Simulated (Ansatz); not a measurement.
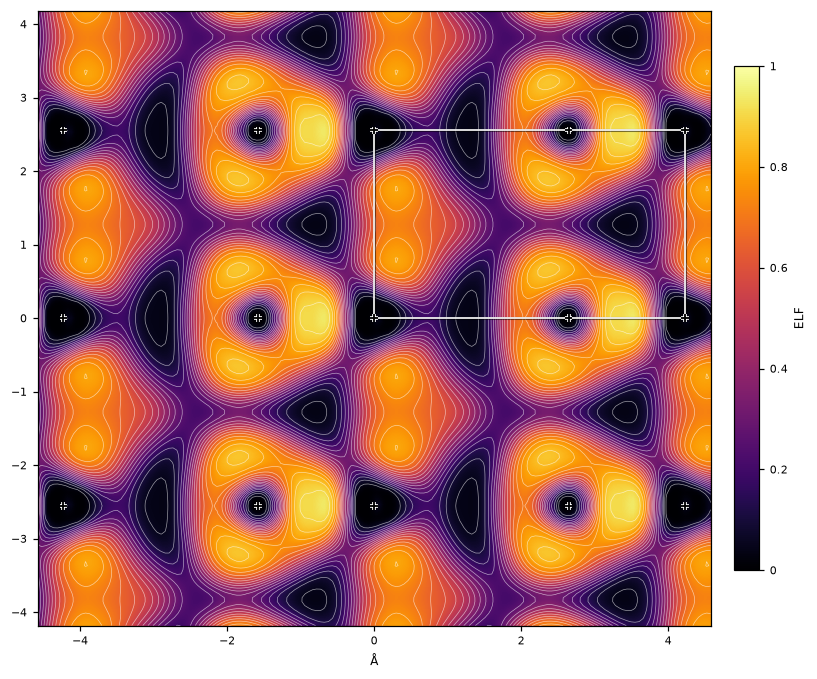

The electron localisation function on a plane through atoms (crosses mark nuclei in the plane).

Computed with Ansatz 0.2.0, DFT r2SCAN, scalar-relativistic, plane waves, PAW.

Candidates:
A. Al2Ru, a = 3.12 Å, b = 3.12 Å, c = 8.44 Å, α = 90.00°, β = 90.00°, γ = 90.00°. Space group I4/mmm; a structure from a database of computed crystals, not necessarily the ambient phase; computed without spin polarisation.
B. BN, a = 2.55 Å, b = 2.55 Å, c = 4.23 Å, α = 90.00°, β = 90.00°, γ = 120.00°. Space group P6₃mc; a structure from a database of computed crystals, not necessarily the ambient phase; computed pressure about −5 GPa in this cell.

Which system is this?

Answer. Candidate B: BN on the (11̄0) plane of the conventional cell, which holds B and N. B–N (1.58 Å): the ELF peaks at about 0.95 between the atoms; a polar covalent bond.
